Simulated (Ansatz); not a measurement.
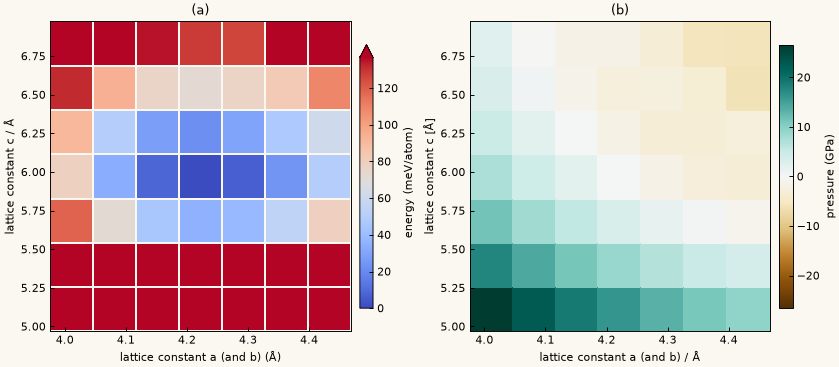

SnSe (Fm-3m, No. 225; 4 atoms in the cell). The energy is mapped over the lattice constants a and c of the conventional cell. The first coordinate is: lattice constant a (and b); the second: lattice constant c. Nothing is relaxed (fractional coordinates fixed). Grid: 7 × 7 points. Points are written as (first, second). Energies are in meV/atom, from the lowest grid point. The band gap closes in part of the range. The D3 coefficients switch with the coordination numbers inside this range, which puts artificial structure into the map. Computed with DFT PBE+D3(BJ), scalar-relativistic, plane waves, PAW in Ansatz 0.2.0. Settings: cutoff 420 eV, k-mesh 8×8×6 in the order of the run's cell vectors, gaussian smearing 0.03 eV, no spin polarisation.

Panel (a) is the energy; panel (b) is the computed pressure, in GPa.

The picture shows one coloured cell a grid point, one colour for all values above the top of the scale.

> How does the pressure vary over the map, and what is it at the lowest grid point?

It runs from −6.1 GPa at (4.433 Å, 6.544 Å) to 26.6 GPa at (4.011 Å, 5.111 Å). At the lowest grid point, (4.222 Å, 5.971 Å), it is 0.1 GPa.
